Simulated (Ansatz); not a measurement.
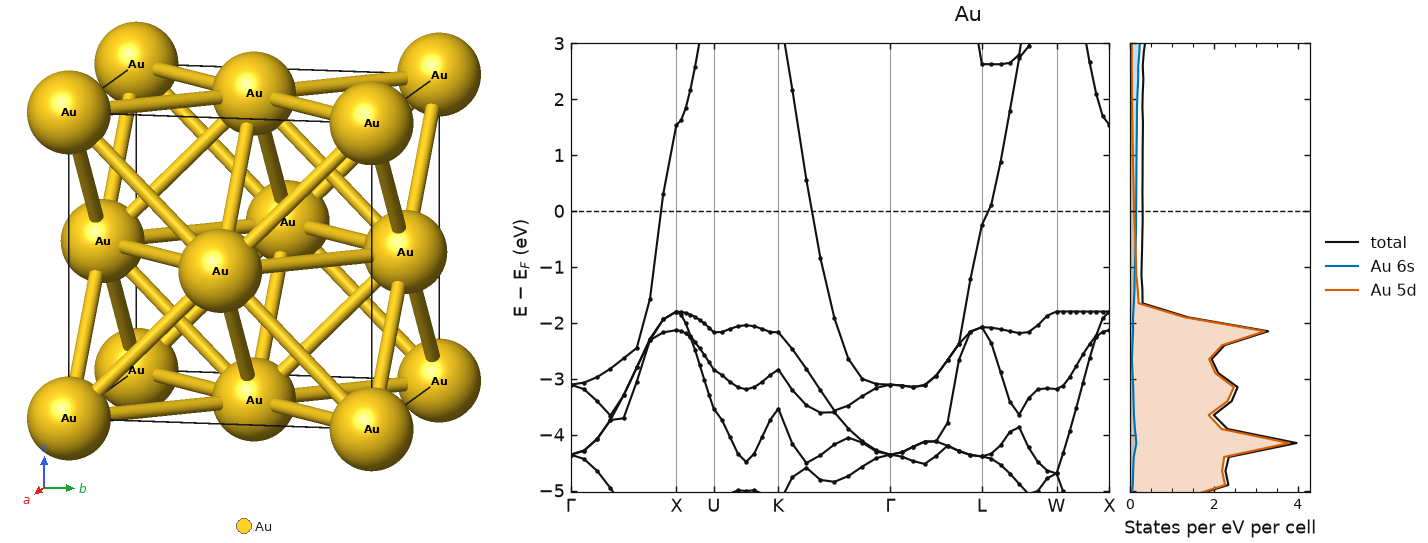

Band structure and density of states, beside the structure. Energies are counted from the Fermi level. The path runs straight from each named point to the next. The partial curves are projected on Löwdin-orthogonalised atomic shells.

Structure: Au, space group Fm-3m, 1 atom in the cell, a structure borrowed from another compound; a = 3.00 Å, b = 3.00 Å, c = 3.00 Å, α = 60.00°, β = 60.00°, γ = 60.00°.

Ansatz 0.2.0; DFT with r2SCAN, PAW plane waves, no spin polarisation, 14×14×14 k mesh, 500 eV cutoff, Fermi-Dirac smearing of 0.1 eV.

### Metal, semiconductor or insulator?

A metal: 1 band crosses the Fermi level along this path.

### On which lines of the path do bands cross the Fermi level?

Bands cross the Fermi level on Γ–X, K–Γ and L–W, and not on X–U, U–K, Γ–L and W–X.

The structure was built from a prototype or by substitution, so it need not be a known phase. The cell is at −10 GPa in this functional. Spin-orbit coupling is left out, which matters for Au.
